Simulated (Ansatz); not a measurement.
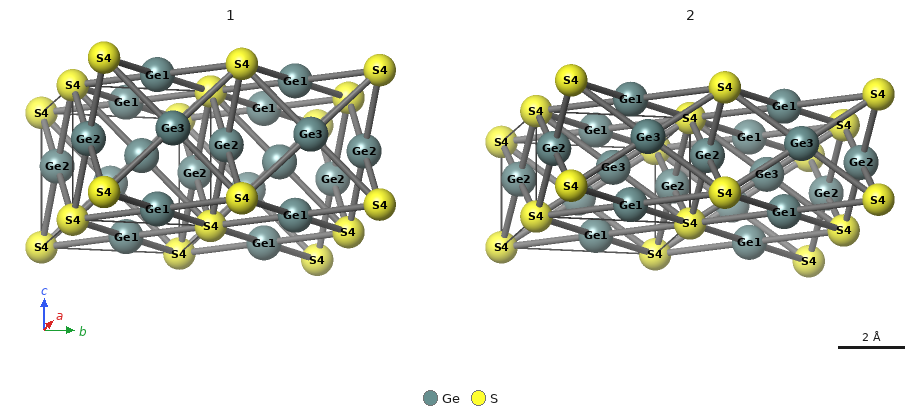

Two geometries of a crystal of Ge3S (a generated structure, set up in P4/mmm), drawn at one scale. One is the start of a relaxation, the other its converged end. The picture is a ball-and-stick view of the cell of the calculation, repeated 2 × 2 × 1 with one cell outlined, seen from a free direction.

These are results of DFT PBE, scalar-relativistic, plane waves, PAW (Ansatz 0.2.0), not measurements. Settings: plane-wave cutoff 420 eV; k-point mesh 12 × 12 × 12; occupations gaussian; smearing width 0.1 eV; no spin polarisation; cell and atoms relaxed; force threshold 0.01 eV/Å; at most 80 steps.

Q: Which one is relaxed?

A: Structure 2 is the relaxed one. The atoms keep their places relative to the cell (all moves are under 0.005 Å). The volume changes by −2.7 %, with a = b 4.298 → 4.790 Å (+11.5 %), c 4.172 → 3.270 Å (−21.6 %). Near-neighbour distances that change, for instance: Ge1–S4 3.039 → 3.387 Å, Ge2–S4 2.995 → 2.900 Å. The space group stays P4/mmm (No. 123). Over 7 accepted moves (10 points after the start) the energy falls by 111 meV per atom. All forces vanish by symmetry, so only the cell relaxes. Pressure: 0.14 GPa at the start and 0.00 GPa at the end. The line search rejected the trial step at point 6 of the run. The SCF was repeated twice at an unchanged geometry on a basis and grid sized afresh for the cell, which shifted the energy by 2.5 meV per atom at most.
